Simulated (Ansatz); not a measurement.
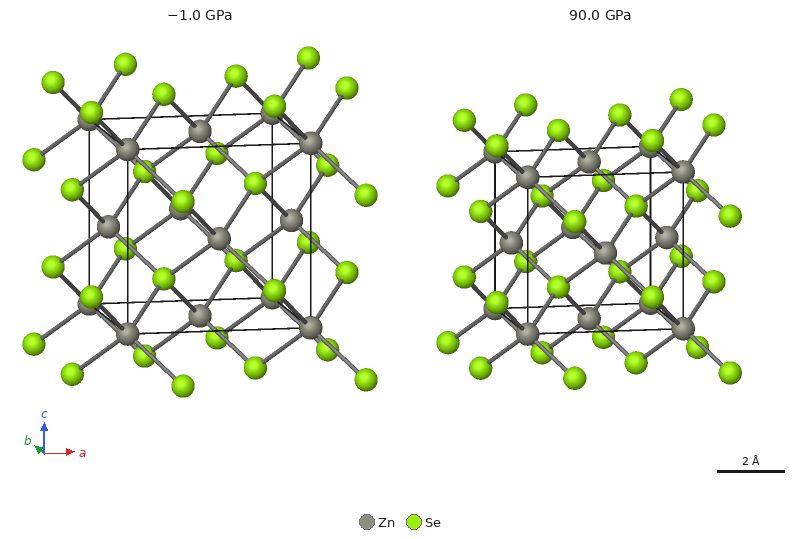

Solid ZnSe (set up in F-43m), relaxed (cell and atoms) at several target pressures. The picture shows the first and the last member. Style: ball-and-stick. Shown: the conventional cell (4 times the calculation's cell), slightly off an axis. Lengths and directions refer to the drawn axes.

Computed with Ansatz 0.2.0: DFT PBEsol, scalar-relativistic, plane waves, PAW. (plane-wave cutoff 420 eV; k-point mesh 8 × 8 × 8 at −1.0 to 12.0, 10 × 10 × 10 at 25.0 to 90.0 GPa; occupations gaussian; smearing width 0.02 eV; no spin polarisation; cell and atoms relaxed; force threshold 0.008 eV/Å)

| pressure (GPa) | volume (Å³/atom) | a (Å) | band gap (eV) |
| --- | --- | --- | --- |
| −1.0 | 22.706 | 5.663 | 1.18 |
| 0.0 | 22.345 | 5.633 | 1.24 |
| 1.0 | 22.019 | 5.606 | 1.30 |
| 4.0 | 21.161 | 5.532 | 1.46 |
| 12.0 | 19.520 | 5.385 | 1.80 |
| 25.0 | ? | ? | ? |
| 50.0 | 15.774 | 5.016 | 1.77 |
| 90.0 | 13.924 | 4.812 | 1.31 |

One row is withheld. What does the calculation give there?

Murnaghan's form V = V₀(1 + B′P/B₀)^(−1/B′), with V₀ = 22.345 Å³ from the row at zero pressure, fits the other rows with B₀ = 67.7 GPa and B′ = 3.84 (largest miss 0.030 Å³). At 25.0 GPa it gives 22.345 × (1 + 3.84 × 25.0/67.7)^(−1/3.84) = 17.755 Å³ per atom. The calculation gives 17.786 Å³/atom (a = 5.221 Å). The estimate is 0.031 Å³/atom too low. For the gap a parabola through the rows 1.0, 4.0, 12.0 gives 2.08 eV, and the calculation 2.17 eV (semilocal gaps, lower than measured ones as a rule). From the first member to the last: Se–Zn 2.452 → 2.083 Å.

The whole series:

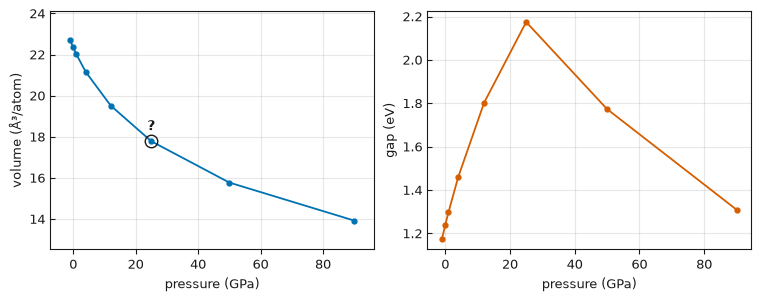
